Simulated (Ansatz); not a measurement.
# What a change does: single-point calculation on W

System: W (4 atoms in the cell).
Method of the first run: DFT, BLYP, plane waves (420 eV) with PAW, scalar-relativistic, no spin polarisation (Ansatz 0.2.0).

Text and figures count atoms from 1; the logs count them from 0 in places.

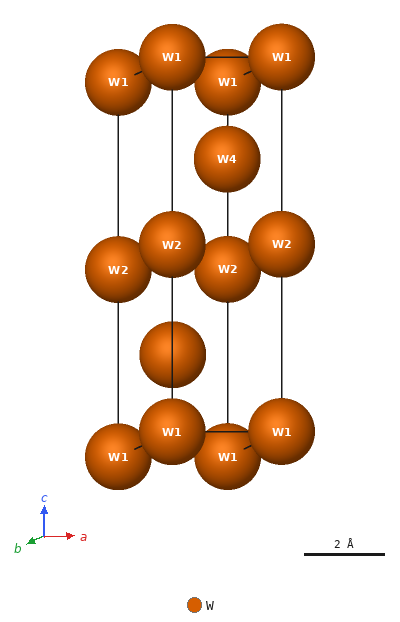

Figure 1. The structure as given in the input (spheres-only view of the cell of the calculation, seen at an oblique angle; atoms are numbered from 1 in the order of the input).

The input, the first run:
```yaml
crystal:
  lattice:
    - [2.7347774713, 0.0, 0.0]
    - [-1.3673887357, 2.3683867638, 0.0]
    - [0.0, 0.0, 9.7092871841]
  atoms:
    - { symbol: W, position: [1.0, 0.0, 0.0] }
    - { symbol: W, position: [1.0, 0.0, 0.5] }
    - { symbol: W, position: [0.3333333333, 0.6666666667, 0.25] }
    - { symbol: W, position: [0.6666666667, 0.3333333333, 0.75] }
hamiltonian:
  xc: blyp
  pseudopotentials:
    kind: paw
    azcp:
      W: "pseudopotentials/W.paw.azcp"
basis:
  ecutwfc: 420
  fft_grid_basis: typed
kpoints:
  mp_grid: { grid: [14, 14, 4], shift: [0, 0, 0] }
magnetization:
  spin_polarized: false
scf:
  occupations: { method: fermi_dirac, width: 0.1 }
  lower_state_search: "off"
output:
  stress: true
```

Hardware: 2 threads of an Arm (aarch64) CPU, shared host.

Output, shortened to warnings, some set-up lines, iterations and results (the first run):
```
Basis set: ecut = 420 eV, 1239 PW (Γ), exchange–correlation on 40×40×144 points (8 copies of the dense FFT grid, shifted against one another)
Symmetry: 24 space group operations
k-points: 72 of 784
Initial density: superposition of atomic densities (neutral atoms: chi_scale 0, normalization atom), corrected by the library's trained network
[...]
SCF iter   1: F=—  HF=-41633.643788 eV  |F-HF|=—  |Δ(HF+E_count)|=         —  Δρ=1.40e-2  dr2=1.41e-1  ethr=1.77e-3  ⟨swp⟩=4.9  Hψ=9606  notcnv=0
SCF iter   2: F=—  HF=-41633.615595 eV  |F-HF|=—  |Δ(HF+E_count)|=   2.82e-2  Δρ=8.58e-3  dr2=5.14e-2  ethr=2.52e-4  ⟨swp⟩=1.0  Hψ=3024  notcnv=0
SCF iter   3: F=—  HF=-41633.601360 eV  |F-HF|=—  |Δ(HF+E_count)|=   1.42e-2  Δρ=1.25e-3  dr2=7.62e-4  ethr=9.17e-5  ⟨swp⟩=2.1  Hψ=3804  notcnv=0
SCF iter   4: F=—  HF=-41633.601447 eV  |F-HF|=—  |Δ(HF+E_count)|=   8.69e-5  Δρ=2.33e-4  dr2=2.40e-5  ethr=1.36e-6  ⟨swp⟩=2.4  Hψ=4361  notcnv=0
SCF iter   5: F=—  HF=-41633.601456 eV  |F-HF|=—  |Δ(HF+E_count)|=   8.67e-6  Δρ=5.33e-5  dr2=1.27e-6  ethr=4.29e-8  ⟨swp⟩=2.0  Hψ=3198  notcnv=0
SCF iter   6: F=-41633.601456 eV  HF=-41633.601456 eV  |F-HF|=2.18e-8  |Δ(HF+E_count)|=   7.86e-7  Δρ=8.30e-6  dr2=2.41e-8  ethr=1.79e-10  ⟨swp⟩=5.0  Hψ=9140  notcnv=0
SCF 1 converged in 6 iterations: F = -41633.601456 eV  dr2 = 2.41e-8
SCF converged after 6 iterations
Free energy (F): -41633.601456 eV
Harris-Foulkes:  -41633.601456 eV  (|F-HF|=2.18e-8)
Internal energy: -41633.475837 eV  (E = F + TS)
E sigma→0 (E₀):  -41633.538647 eV
Entropy (-TS):   -0.125619 eV (-31.405 meV/atom)
Fermi energy:    22.995958 eV
--- Per-component energies (eV) ---
  E_band       = -279.696722
  E_kinetic    = 1810.199794
  E_local      = -2404.229501  (includes V_loc(G=0)·N_el)
  E_nonlocal   = 5.475373
  E_hartree    = 873.051821
  E_xc         = -1053.932483
  E_vxc        = -937.714287  (∫ρ·V_xc dr)
  E_paw        = -34363.829680  (= ΣΔE_a)
  E_vpaw       = -499.534327  (= ΣTr[D̂ρ^β])
  E_aug_tail   = -0.000226  (compensation charges beyond the density's cutoff)
  E_ewald      = -6500.970962
  E_core_change = 0.760027  (= ΣΔE_core)
  E_smearing   = -0.125619  (= −TS)
  E_closure    = -0.000000  (closes the sum)
  Σ components = -41633.601456   (vs F -41633.601456, Δ=0.00e0)
--- Stress (GPa, compression-positive) ---
       27.149730       0.000000       0.000000
        0.000000      27.149730       0.000000
        0.000000       0.000000      21.711484
  P = ⅓ Tr σ = 25.3370 GPa (253.370 kbar)
```

The input of the second run differs as follows (lines with − go, lines with + come):
```diff
-    - [2.7347774713, 0.0, 0.0]
-    - [-1.3673887357, 2.3683867638, 0.0]
-    - [0.0, 0.0, 9.7092871841]
+    - [2.6945543126, 0.0, 0.0]
+    - [-1.3472771563, 2.3335524866, 0.0]
+    - [0.0, 0.0, 9.566482805]
```

Predict how the results change.

With the same functional and potentials, the second run lies 143.7 meV per atom higher. The pressure goes from 25.34 to 42.62 GPa. The volume per atom goes from 15.72 to 15.04 Å³. The cell is scaled evenly with the atoms at fixed fractional positions, so −ΔP/Δ ln V estimates the bulk modulus midway between the two volumes: about 390 GPa. The number of SCF iterations is the same. The plane waves at Γ go from 1239 to 1201.

Output, shortened to warnings, some set-up lines, iterations and results (the second run):
```
Basis set: ecut = 420 eV, 1201 PW (Γ), exchange–correlation on 40×40×128 points (8 copies of the dense FFT grid, shifted against one another)
Symmetry: 24 space group operations
k-points: 72 of 784
Initial density: superposition of atomic densities (neutral atoms: chi_scale 0, normalization atom), corrected by the library's trained network
[...]
SCF iter   1: F=—  HF=-41633.069419 eV  |F-HF|=—  |Δ(HF+E_count)|=         —  Δρ=1.44e-2  dr2=1.45e-1  ethr=1.77e-3  ⟨swp⟩=4.9  Hψ=9661  notcnv=0
SCF iter   2: F=—  HF=-41633.041086 eV  |F-HF|=—  |Δ(HF+E_count)|=   2.83e-2  Δρ=8.85e-3  dr2=5.26e-2  ethr=2.59e-4  ⟨swp⟩=1.0  Hψ=3024  notcnv=0
SCF iter   3: F=—  HF=-41633.026656 eV  |F-HF|=—  |Δ(HF+E_count)|=   1.44e-2  Δρ=1.27e-3  dr2=7.53e-4  ethr=9.39e-5  ⟨swp⟩=2.1  Hψ=3776  notcnv=0
SCF iter   4: F=—  HF=-41633.026708 eV  |F-HF|=—  |Δ(HF+E_count)|=   5.19e-5  Δρ=2.35e-4  dr2=2.27e-5  ethr=1.34e-6  ⟨swp⟩=2.4  Hψ=4296  notcnv=0
SCF iter   5: F=—  HF=-41633.026702 eV  |F-HF|=—  |Δ(HF+E_count)|=   5.37e-6  Δρ=5.20e-5  dr2=1.12e-6  ethr=4.05e-8  ⟨swp⟩=2.0  Hψ=3226  notcnv=0
SCF iter   6: F=-41633.026703 eV  HF=-41633.026703 eV  |F-HF|=1.78e-8  |Δ(HF+E_count)|=   6.59e-7  Δρ=8.19e-6  dr2=2.25e-8  ethr=1.79e-10  ⟨swp⟩=5.0  Hψ=9208  notcnv=0
SCF 1 converged in 6 iterations: F = -41633.026703 eV  dr2 = 2.25e-8
SCF converged after 6 iterations
Free energy (F): -41633.026703 eV
Harris-Foulkes:  -41633.026703 eV  (|F-HF|=1.78e-8)
Internal energy: -41632.904477 eV  (E = F + TS)
E sigma→0 (E₀):  -41632.965590 eV
Entropy (-TS):   -0.122226 eV (-30.556 meV/atom)
Fermi energy:    24.160202 eV
--- Per-component energies (eV) ---
  E_band       = -216.159269
  E_kinetic    = 1819.860875
  E_local      = -2280.545589  (includes V_loc(G=0)·N_el)
  E_nonlocal   = 6.761066
  E_hartree    = 839.997170
  E_xc         = -1056.896027
  E_vxc        = -941.650082  (∫ρ·V_xc dr)
  E_paw        = -34364.827100  (= ΣΔE_a)
  E_vpaw       = -500.582990  (= ΣTr[D̂ρ^β])
  E_aug_tail   = -0.000213  (compensation charges beyond the density's cutoff)
  E_ewald      = -6598.014686
  E_core_change = 0.760027  (= ΣΔE_core)
  E_smearing   = -0.122226  (= −TS)
  E_closure    = -0.000000  (closes the sum)
  Σ components = -41633.026703   (vs F -41633.026703, Δ=0.00e0)
--- Stress (GPa, compression-positive) ---
       45.634815       0.000000       0.000000
       -0.000000      45.634815       0.000000
        0.000000       0.000000      36.590666
  P = ⅓ Tr σ = 42.6201 GPa (426.201 kbar)
```

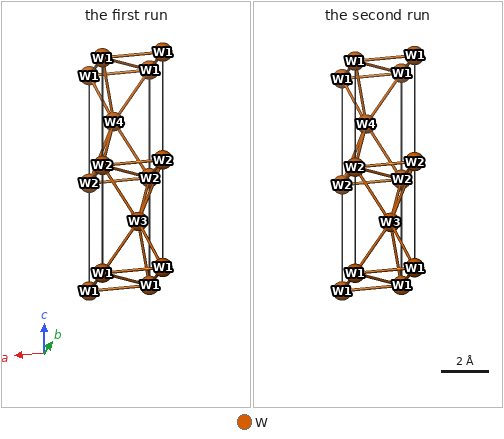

Figure 2. The two input geometries at one scale (ball-and-stick view of the cell of the calculation, seen at an oblique angle). The atoms keep their places relative to the cell (all moves are under 0.005 Å). The drawn cell changes as follows: a = b 2.735 → 2.695 Å (−1.5 %), c 9.709 → 9.566 Å (−1.5 %); the volume changes by −4.3 %. Among the contacts that change: W1–W3 2.896 → 2.853 Å, W1–W1 2.735 → 2.695 Å.

The two runs side by side:

```csv
quantity,the first run,the second run
outcome,converged,converged
free energy per atom (eV),−10408.4004,−10408.2567
"energy per atom, smearing taken to zero (eV)",−10408.3847,−10408.2414
pressure (GPa),25.34,42.62
volume per atom (Å³),15.72,15.04
SCF iterations,6,6
irreducible k-points,72,72
plane waves at Γ,1239,1201
wall time (shared host),3 s,2.7 s
```

For both runs: Spin–orbit coupling is left out, which matters for W. For the first run: The cell is under a pressure of 25 GPa at this level, so it is not at its equilibrium volume. For the second run: The cell is under a pressure of 43 GPa at this level, so it is not at its equilibrium volume.
